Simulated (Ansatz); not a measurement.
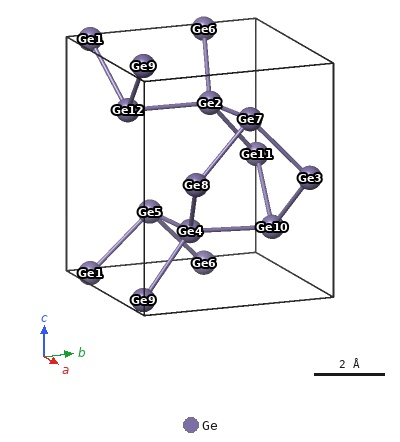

The input geometry (ball-and-stick view of the cell of the calculation, seen slightly off an axis; atoms are numbered from 1 in the order of the input). An atom can appear more than once, as a periodic image. Near neighbours in the periodic cell (some may lie outside the picture): Ge has 4 Ge at 2.48 to 2.51 Å.

## Geometry relaxation of Ge (part 1 of 2)

- system: Ge (P4₃2₁2, 12 atoms in the cell)
- method: DFT PBEsol, scalar-relativistic, plane waves, PAW, no spin polarisation (Ansatz 0.2.0)

The structure derives from an entry of the Crystallography Open Database. Figures and captions count atoms from 1; the log counts them from 0 in places.

### Input
```yaml
crystal:
  lattice:
    - [5.9240515979, 0.0, 0.0]
    - [0.0, 5.9240515979, 0.0]
    - [0.0, 0.0, 6.9746914778]
  atoms:
    - { symbol: Ge, position: [0.0887740515, 0.0887740515, 0.0] }
    - { symbol: Ge, position: [0.4112259485, 0.5887740515, 0.75] }
    - { symbol: Ge, position: [0.9112259485, 0.9112259485, 0.5] }
    - { symbol: Ge, position: [0.5887740515, 0.4112259485, 0.25] }
    - { symbol: Ge, position: [0.1716908783, 0.3695790135, 0.2567105057] }
    - { symbol: Ge, position: [0.1304209865, 0.6716908783, 1.0067105057] }
    - { symbol: Ge, position: [0.8283091217, 0.6304209865, 0.7567105057] }
    - { symbol: Ge, position: [0.8695790135, 0.3283091217, 0.5067105057] }
    - { symbol: Ge, position: [0.6716908783, 0.1304209865, -0.0067105057] }
    - { symbol: Ge, position: [0.6304209865, 0.8283091217, 0.2432894943] }
    - { symbol: Ge, position: [0.3283091217, 0.8695790135, 0.4932894943] }
    - { symbol: Ge, position: [0.3695790135, 0.1716908783, 0.7432894943] }
basis:
  ecutwfc: 420
kpoints:
  mp_grid: { grid: [6, 6, 6] }
hamiltonian:
  xc: pbesol
scf:
  occupations: { method: gaussian, width: 0.02 }
output:
  forces: true
  stress: true
  eigenvalues: true
relax:
  adjacent_minimum: "off"
  f_tol: 0.005
  max_steps: 80
  cell: { stress_tol: 0.05 }
```

Run on 2 threads of Arm Neoverse V2, 24 GiB of memory available, shared host.

Command:
```bash
ansatz run input.yaml --threads 2 --pin off --max-ram 5120MiB --backend cpu --events-out ev --progress --plain --runs-dir out
```

### The program's output
```
Engine: ansatz 0.2.0, aarch64-unknown-linux-gnu
Pseudopotentials: kind: paw
Pseudopotential: Ge, paw, valence charge 14, recommended cutoff 420 eV (normal), Ge.paw.azcp
Functional definition: PBEsol
  exchange = pbesol_x
  correlation = pbesol_c
Crystal: 12 atoms, lattice volume = 244.773 Å³
Basis set: ecut = 420 eV, 4747 PW (Γ), exchange–correlation on 80×80×96 points (8 copies of the dense FFT grid, shifted against one another)
Bands: 101, of which v1, the nominal top of the filled ones, is band 84 counted from 1 (83 counted from 0)
Symmetry: 8 space group operations
Space group: P43212 (ITA 96), of the structure as read, at distance tolerance 6.3e-5 Å
k-points: 40 of 216 (time reversal used)
Non-local potential: Ge, projectors of the file, l = 0: 2, l = 1: 2, l = 2: 3, l = 3: 1
PAW form: soft (Blöchl's): semilocal exchange-correlation on the pseudo side does not see the compensation charge
PAW frozen core: Ge, regenerated for the run's functional, and the local potential with it (the file was generated under x = pbe(κ = 0.804, μ = 0.2195149727645171), c = pbe(β = 0.06672455060314922))
PAW one-centre angular grid: Ge, 590 points (default); XC on 64 Gauss nodes
Initial density: superposition of atomic densities (neutral atoms: chi_scale 0, normalization atom), corrected by the library's trained network
Initial wavefunctions: pseudopotential atomic-orbital guess
Functional: x = pbesol(κ = 0.804, μ = 0.12345679012345678), c = pbesol(β = 0.046)
SCF iter   1: F=—  HF=-51040.655667 eV  |F-HF|=—  |Δ(HF+E_count)|=         —  Δρ=1.88e-3  dr2=6.74e-3  ethr=1.77e-3  ⟨swp⟩=6.0  Hψ=14410  notcnv=0  defer=4
preconditioner: auto → Resta (q_TF=auto, 2.562 Å⁻¹)  ε∞=2.9  [insulator: Δε(μ)=0.452 eV  Ē_g=22.294 eV  σ=0.020 eV  W_gap=1.00  n_scr=80 (ndim 8)  ℏωp=30.8 eV  f_vac=0.000  D(μ)=0.00/eV (n_scr^D=0)  ε∞_Penn≈2.9]
SCF iter   2: F=—  HF=-51040.646201 eV  |F-HF|=—  |Δ(HF+E_count)|=   9.47e-3  Δρ=9.99e-4  dr2=1.78e-3  ethr=4.01e-6  ⟨swp⟩=2.0  Hψ=8197  notcnv=0  defer=358
SCF iter   3: F=—  HF=-51040.646130 eV  |F-HF|=—  |Δ(HF+E_count)|=   7.05e-5  Δρ=2.41e-4  dr2=9.59e-5  ethr=1.06e-6  ⟨swp⟩=2.0  Hψ=6958  notcnv=0  defer=358
SCF iter   4: F=—  HF=-51040.646172 eV  |F-HF|=—  |Δ(HF+E_count)|=   4.23e-5  Δρ=1.78e-4  dr2=3.86e-5  ethr=5.71e-8  ⟨swp⟩=2.0  Hψ=6958  notcnv=0  defer=358
SCF iter   5: F=—  HF=-51040.646114 eV  |F-HF|=—  |Δ(HF+E_count)|=   5.87e-5  Δρ=3.88e-5  dr2=2.15e-6  ethr=2.30e-8  ⟨swp⟩=2.0  Hψ=6958  notcnv=0  defer=358
SCF iter   6: F=—  HF=-51040.646111 eV  |F-HF|=—  |Δ(HF+E_count)|=   2.45e-6  Δρ=6.42e-6  dr2=1.01e-7  ethr=1.28e-9  ⟨swp⟩=2.0  Hψ=6958  notcnv=0  defer=358
SCF iter   7: F=-51040.646111 eV  HF=-51040.646111 eV  |F-HF|=5.10e-9  |Δ(HF+E_count)|=   6.28e-8  Δρ=2.28e-6  dr2=8.26e-9  ethr=5.95e-11  ⟨swp⟩=8.1  Hψ=16035  notcnv=0
SCF 1 converged in 7 iterations: F = -51040.646111 eV  dr2 = 8.26e-9
  greatest PAW one-centre occupation: 0.998 electrons in one spin orbital (limit 2), on the Ge atom at site 7 (counted from 0), in its partial waves of l = 2
relax step   1: F+E_penalty+E_count = -51040.64611128 eV  Δ(F+E_penalty+E_count) = +0.000e0 eV  max|allowed force component| = 2.891e-3 eV/Å  Δτ_max = 0.0000 Å  P = +0.003 GPa  Ω = 244.773 Å³  (7 SCF iters, dr2 threshold 1.00e-7 eV, accepted)
Crystal: 12 atoms, lattice volume = 244.611 Å³
Basis set: ecut = 420 eV, 4751 PW (Γ), exchange–correlation on 80×80×96 points (8 copies of the dense FFT grid, shifted against one another)
Initial density: handed on by an earlier stage of this run
Initial wavefunctions: those handed on with the density
iter 1 solved again at ethr=4.04e-8 eV; its pass at ethr=3.10e-3 eV (dr2=6.80e-5 eV) is discarded
SCF iter   1: F=—  HF=-51040.646236 eV  |F-HF|=—  |Δ(HF+E_count)|=         —  Δρ=2.22e-4  dr2=6.90e-5  ethr=4.04e-8  ⟨swp⟩=3.0  Hψ=15520  notcnv=0
preconditioner: auto → Resta (q_TF=auto, 2.563 Å⁻¹)  ε∞=2.9  [insulator: Δε(μ)=0.451 eV  Ē_g=22.347 eV  σ=0.020 eV  W_gap=1.00  n_scr=80 (ndim 8)  ℏωp=30.8 eV  f_vac=0.000  D(μ)=0.00/eV (n_scr^D=0)  ε∞_Penn≈2.9]
SCF iter   2: F=—  HF=-51040.646228 eV  |F-HF|=—  |Δ(HF+E_count)|=   7.76e-6  Δρ=1.20e-4  dr2=1.89e-5  ethr=4.04e-8  ⟨swp⟩=1.0  Hψ=4042  notcnv=0
SCF iter   3: F=—  HF=-51040.646219 eV  |F-HF|=—  |Δ(HF+E_count)|=   8.85e-6  Δρ=1.39e-5  dr2=4.99e-7  ethr=1.13e-8  ⟨swp⟩=2.0  Hψ=5768  notcnv=0
SCF iter   4: F=—  HF=-51040.646211 eV  |F-HF|=—  |Δ(HF+E_count)|=   8.80e-6  Δρ=4.30e-6  dr2=3.89e-8  ethr=2.97e-10  ⟨swp⟩=2.0  Hψ=7400  notcnv=0
SCF iter   5: F=-51040.646211 eV  HF=-51040.646211 eV  |F-HF|=1.62e-9  |Δ(HF+E_count)|=   1.78e-8  Δρ=1.77e-6  dr2=5.27e-9  ethr=4.30e-12  ⟨swp⟩=4.8  Hψ=12755  notcnv=0
SCF 2 converged in 5 iterations: F = -51040.646211 eV  dr2 = 5.27e-9
  greatest PAW one-centre occupation: 0.998 electrons in one spin orbital (limit 2), on the Ge atom at site 8 (counted from 0), in its partial waves of l = 2
relax step   2: F+E_penalty+E_count = -51040.64621068 eV  Δ(F+E_penalty+E_count) = -9.940e-5 eV  max|allowed force component| = 2.816e-3 eV/Å  Δτ_max = 0.0031 Å  P = +0.012 GPa  Ω = 244.611 Å³  energy of the carried Pulay correction = +2.500e-5 eV  (5 SCF iters, dr2 threshold 7.23e-9 eV, accepted)
Crystal: 12 atoms, lattice volume = 244.654 Å³
iter 1 solved again at ethr=1.61e-9 eV; its pass at ethr=3.10e-3 eV (dr2=2.70e-6 eV) is discarded
SCF iter   1: F=—  HF=-51040.646241 eV  |F-HF|=—  |Δ(HF+E_count)|=         —  Δρ=4.28e-5  dr2=2.76e-6  ethr=1.61e-9  ⟨swp⟩=2.8  Hψ=15471  notcnv=0
SCF iter   2: F=—  HF=-51040.646235 eV  |F-HF|=—  |Δ(HF+E_count)|=   6.27e-6  Δρ=2.36e-5  dr2=7.92e-7  ethr=1.61e-9  ⟨swp⟩=1.0  Hψ=4041  notcnv=0
SCF iter   3: F=—  HF=-51040.646235 eV  |F-HF|=—  |Δ(HF+E_count)|=   9.67e-8  Δρ=3.02e-6  dr2=2.35e-8  ethr=4.72e-10  ⟨swp⟩=2.8  Hψ=7435  notcnv=0
SCF iter   4: F=-51040.646235 eV  HF=-51040.646235 eV  |F-HF|=9.46e-10  |Δ(HF+E_count)|=   1.33e-8  Δρ=9.65e-7  dr2=1.86e-9  ethr=3.82e-12  ⟨swp⟩=4.8  Hψ=12730  notcnv=0
SCF 3 converged in 4 iterations: F = -51040.646235 eV  dr2 = 1.86e-9
  greatest PAW one-centre occupation: 0.998 electrons in one spin orbital (limit 2), on the Ge atom at site 11 (counted from 0), in its partial waves of l = 2
relax step   3: F+E_penalty+E_count = -51040.64623457 eV  Δ(F+E_penalty+E_count) = -2.390e-5 eV  max|allowed force component| = 8.090e-4 eV/Å  Δτ_max = 0.0004 Å  P = +0.004 GPa  Ω = 244.654 Å³  energy of the carried Pulay correction = +1.851e-5 eV  (4 SCF iters, dr2 threshold 6.41e-9 eV, accepted)
Initial wavefunctions: pseudopotential atomic-orbital guess (no wavefunctions were taken with the density)
iter 1 solved again at ethr=1.60e-7 eV; its pass at ethr=3.10e-3 eV (dr2=2.69e-4 eV) is discarded
SCF iter   1: F=—  HF=-51040.646216 eV  |F-HF|=—  |Δ(HF+E_count)|=         —  Δρ=5.34e-5  dr2=1.46e-7  ethr=1.60e-7  ⟨swp⟩=3.0  Hψ=23302  notcnv=0
eigensolver tolerance schedule: the retry pair's looser diagonalisation over-reported the residual by 1841.51 of it (diagonalisation noise at 0.11 of the residual, at the tolerance the schedule requests for it); recorded, not acted on — ethr = c·dr2/N_el stays at c = 1.0e-1
SCF iter   2: F=—  HF=-51040.646217 eV  |F-HF|=—  |Δ(HF+E_count)|=   9.73e-7  Δρ=2.69e-5  dr2=3.71e-8  ethr=8.69e-11  ⟨swp⟩=2.0  Hψ=7400  notcnv=0
SCF iter   3: F=—  HF=-51040.646220 eV  |F-HF|=—  |Δ(HF+E_count)|=   3.14e-6  Δρ=1.31e-6  dr2=1.24e-9  ethr=2.21e-11  ⟨swp⟩=2.2  Hψ=6250  notcnv=0
SCF iter   4: F=-51040.646220 eV  HF=-51040.646220 eV  |F-HF|=8.00e-11  |Δ(HF+E_count)|=   1.32e-9  Δρ=2.01e-7  dr2=5.74e-11  ethr=1.00e-12  ⟨swp⟩=4.2  Hψ=14502  notcnv=0
SCF 4 converged in 4 iterations: F = -51040.646220 eV  dr2 = 5.74e-11
  greatest PAW one-centre occupation: 0.998 electrons in one spin orbital (limit 2), on the Ge atom at site 4 (counted from 0), in its partial waves of l = 2
relax step   4: F+E_penalty+E_count = -51040.64621984 eV  Δ(F+E_penalty+E_count) = +1.473e-5 eV  max|allowed force component| = 8.090e-4 eV/Å  Δτ_max = 0.0000 Å  P = +0.004 GPa  Ω = 244.654 Å³  stress off target by 6.32e-3 GPa  SCF on the basis re-selected at this cell (its energy is not comparable with the rows above)  (4 SCF iters)
```

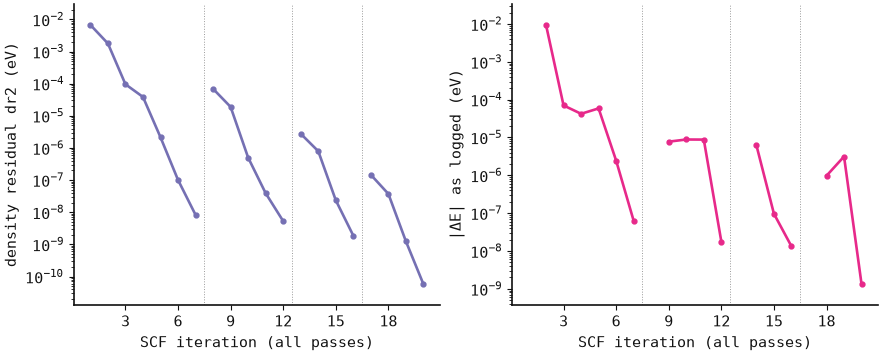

Convergence of the self-consistent field: density residual dr2 and size of the energy change against the SCF iteration. The dotted lines part the SCF passes of the relaxation: geometry steps, rejected trials and re-solves on a re-selected basis. The passes take 7, 5, 4 and 4 iterations.

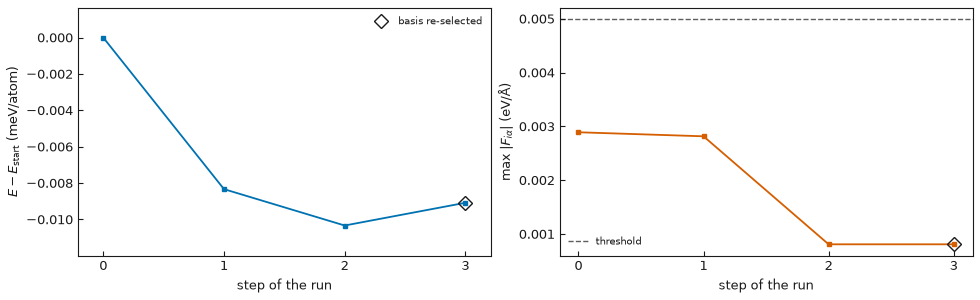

Progress of the relaxation, step by step (the first geometry is step 0 here and step 1 in the log). The atoms keep their places relative to the cell (all moves are under 0.005 Å). The space group stays P4_32_12 (No. 96). After 2 geometry steps the energy has fallen by next to nothing (0.0 meV per atom). Largest force component: 0.0029 eV/Å at the start, 0.00081 eV/Å at the end. The pressure goes from 0.00 to 0.00 GPa. A last SCF at the same geometry on a re-selected plane-wave basis shifts the energy by +0.0 meV per atom. (Atoms are counted from 1 in the order of the input.)

```
basis re-selected at this cell: Δ(F+E_penalty+E_count) = +1.473e-5 eV, ΔP = -0.000 GPa vs the last step (what re-selecting the basis moved, of the pressure what is left beyond the Pulay correction that the steps carried, after the strain that the cell walked since its last selection, with what the two solves' SCF thresholds leave and, on support functions, any second-order correction that the steps lacked; it is no measure of the basis error at this ecutwfc). This SCF's stress stands 6.32e-3 GPa from its target on what of the cell is left free (relax.cell.stress_tol is 5.00e-2 GPa) and its largest allowed force component is 8.09e-4 eV/Å (relax.f_tol is 5.00e-3 eV/Å): within both
SCF converged after 4 iterations
Free energy (F): -51040.646220 eV
Harris-Foulkes:  -51040.646220 eV  (|F-HF|=8.00e-11)
Internal energy: -51040.646220 eV  (E = F + TS)
E sigma→0 (E₀):  -51040.646220 eV
Fermi energy:    9.445409 eV
--- Per-component energies (eV) ---
  E_band       = -1591.523620
  E_kinetic    = 1336.436769
  E_local      = -27715.116489  (includes V_loc(G=0)·N_el)
  E_nonlocal   = 5033.167562
  E_hartree    = 12137.402659
  E_xc         = -900.699957
  E_vxc        = -777.945439  (∫ρ·V_xc dr)
  E_paw        = -23740.475880  (= ΣΔE_a)
  E_vpaw       = -3742.876213  (= ΣTr[D̂ρ^β])
  E_aug_tail   = 0.003758  (compensation charges beyond the density's cutoff)
  E_ewald      = -17202.379876
  E_core_change = 11.015235  (= ΣΔE_core)
  E_smearing   = -0.000000  (= −TS)
  E_closure    = 0.000000  (closes the sum)
  Σ components = -51040.646220   (vs F -51040.646220, Δ=0.00e0)
--- Forces (eV/Å), atoms counted from 1 ---
  atom   1  Ge     0.00080898     0.00080898    -0.00000000
  atom   2  Ge    -0.00080898     0.00080898     0.00000000
  atom   3  Ge    -0.00080898    -0.00080898     0.00000000
  atom   4  Ge     0.00080898    -0.00080898     0.00000000
  atom   5  Ge    -0.00009183     0.00027520     0.00055470
  atom   6  Ge    -0.00027520    -0.00009183     0.00055470
  atom   7  Ge     0.00009183    -0.00027520     0.00055470
  atom   8  Ge     0.00027520     0.00009183     0.00055470
  atom   9  Ge    -0.00009183    -0.00027520    -0.00055470
  atom  10  Ge    -0.00027520     0.00009183    -0.00055470
  atom  11  Ge     0.00009183     0.00027520    -0.00055470
  atom  12  Ge     0.00027520    -0.00009183    -0.00055470
  max |Σ_I F_I| component: 2.43e-16 eV/Å
--- Stress (GPa, compression-positive) ---
        0.003247       0.000000       0.000000
        0.000000       0.003247      -0.000000
        0.000000      -0.000000       0.006317
  P = ⅓ Tr σ = 0.0043 GPa (0.043 kbar)
--- Band table (eV; the first three rows and the last of 40) ---
```
